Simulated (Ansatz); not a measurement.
The coordinates of a crystal:

```
Au
1.0
     2.94554    0.00000    0.00000
     0.00000    2.94554    0.00000
     0.00000    0.00000    4.04977
Au
2
Direct
  0.00000 0.00000 0.00000
  0.50000 0.50000 0.50000
```

**What does this file describe?**

The element is gold. Space group: I4/mmm (No. 139). Lattice: body-centred tetragonal. The cell holds two atoms. Au is linked to twelve Au in a cuboctahedral arrangement at 2.90 to 2.95 Å. The bonds build a three-dimensional framework.

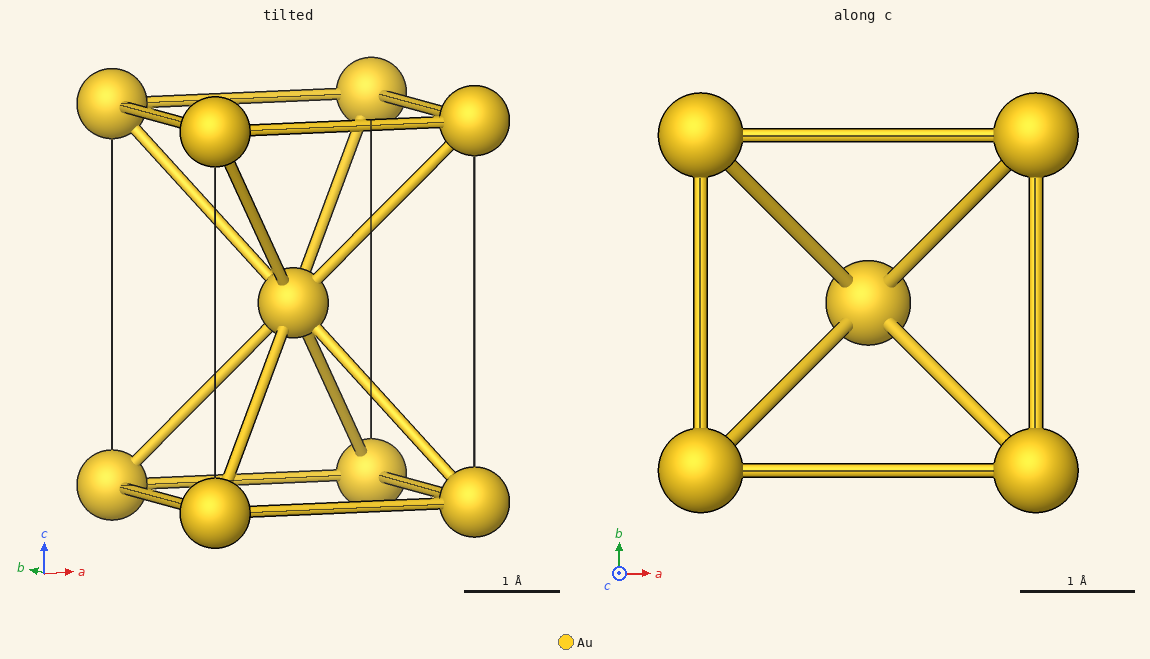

Ball-and-stick drawing of the structure, looking slightly off an axis and along the c axis. The parallelepiped is the conventional unit cell. Colours: gold yellow.

Starting structure: a structure listed in the Materials Project. The structure drawn was relaxed with Ansatz 0.2.0, DFT r2SCAN, scalar-relativistic, plane waves, PAW.
